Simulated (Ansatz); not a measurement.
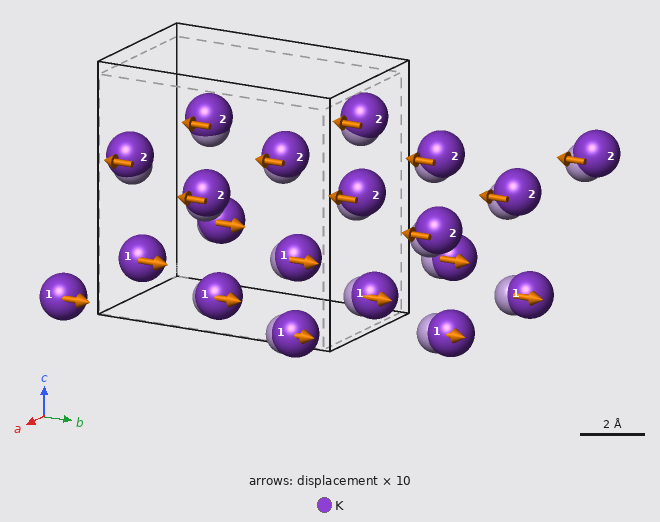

A symmetric starting cell of K, drawn pale, and a changed version of it, drawn solid. The orange arrows show how the atoms are displaced (without the part that the change of the cell carries along), magnified 10 times. Besides, the cell is strained by +5.6 % along c, +3.5 % along b, +1.7 % along a (volume +11.1 %). A ball-and-stick model of the conventional cell (2 times the calculation's cell), repeated 2 × 2 × 1 with one cell outlined, seen from a free direction. Lengths and directions refer to the drawn axes.

Computed with DFT PBEsol, scalar-relativistic, plane waves, PAW (Ansatz 0.2.0). Settings: plane-wave cutoff 420 eV; k-point mesh 10 × 10 × 6; occupations gaussian; smearing width 0.1 eV; no spin polarisation.

### Describe the displacements and the computed response.

Atoms are displaced by 0.10 Å relative to the cell: K2 0.10 Å along −b. No relaxation follows. The starting cell wasn't computed here and needn't be at equilibrium, so pressure and forces aren't due to the change alone. The pressure is −0.5 GPa (not all of it need come from the change, since the unchanged cell can be under pressure at this level too). The principal stresses (compression positive) are −0.6 GPa along c and −0.4 GPa across it. The largest forces, 0.01 eV/Å, act on K1 and K2. The space group stays Cmcm (No. 63).
